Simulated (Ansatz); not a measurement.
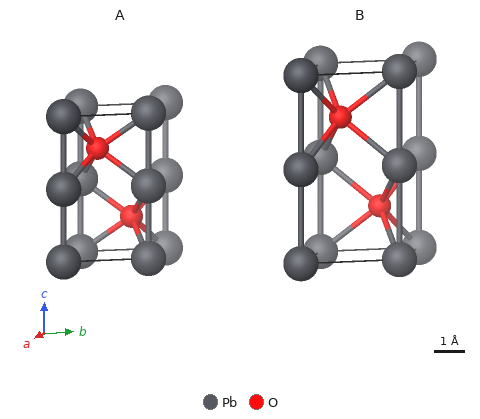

Two geometries of a crystal of PbO (built on the NiAs type), drawn at one scale. One is the start of a relaxation, the other its converged end. A ball-and-stick model of the cell of the calculation, seen slightly off an axis.

The calculation used DFT, PBEsol, plane waves, PAW in Ansatz. Settings: plane-wave cutoff 420 eV; k-point mesh 9 × 9 × 4; occupations fermi dirac; smearing width 0.03 eV; no spin polarisation; cell and atoms relaxed; force threshold 0.01 eV/Å; at most 120 steps.

Which of the two is the end point?

Structure B is the relaxed one. The atoms keep their places relative to the cell (all moves are under 0.005 Å). The drawn cell changes as follows: a = b 3.048 → 3.540 Å (+16.1 %), c 4.968 → 6.432 Å (+29.5 %); the volume changes by +74.6 %. Among the contacts that change: Pb–Pb 2.484 → 3.216 Å, O–Pb 2.154 → 2.600 Å. Among the angles between lasting bonds that change: Pb–O–Pb 70.4° → 76.4°, Pb–O–Pb 90.1° → 85.8°. The space group stays P6_3/mmc (No. 194). The energy falls by 3017 meV per atom in 12 accepted moves (15 points after the start). All forces vanish by symmetry, so only the cell relaxes. The pressure goes from 207.07 to 0.01 GPa. At 3 points the geometry stayed and the basis and grid were re-selected for the new cell (energy shift of 194 meV per atom at most each time).
